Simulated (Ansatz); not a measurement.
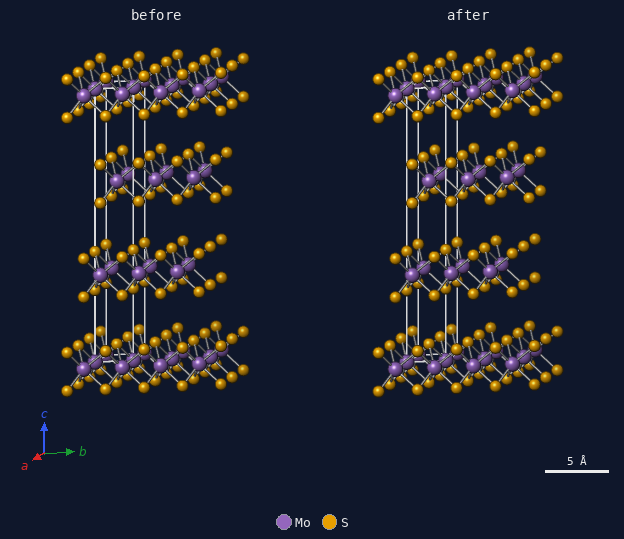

The structure of solid MoS$_{2}$ (a generated structure, set up in R3m) before (left) and after (right) a relaxation, at one scale.

The picture is a ball-and-stick view of the conventional cell (3 times the calculation's cell), repeated 2 × 3 × 1 with one cell outlined, seen slightly off an axis. Lengths and directions refer to the drawn axes.

Case: W → Mo on all its sites, cell and atoms relaxed.

Level of theory: Ansatz, DFT PBE, scalar-relativistic, plane waves, PAW. Settings: plane-wave cutoff 420 eV; k-point mesh 12 × 12 × 12; occupations gaussian; smearing width 0.02 eV; no spin polarisation; cell and atoms relaxed; force threshold 0.01 eV/Å; at most 60 steps.

> Summarise the run.

The energy falls by 10.9 meV per atom in 3 accepted moves (4 points after the start). The largest force component goes from 0.56 to 0.003 eV/Å. Pressure: 4.63 GPa at the start and −0.01 GPa at the end. At 1 point the geometry stayed and the basis and grid were re-selected for the new cell (energy shift of 0.1 meV per atom at most each time). The largest moves relative to the cell, 0.012 Å, are those of S atoms. Mo stays in place. The drawn cell changes as follows: a = b 3.142 → 3.185 Å (+1.4 %), c 22.102 → 22.130 Å (+0.1 %); the volume changes by +2.9 %. Some distances before and after: Mo–S 2.385 → 2.413 Å. The space group stays R3m (No. 160).
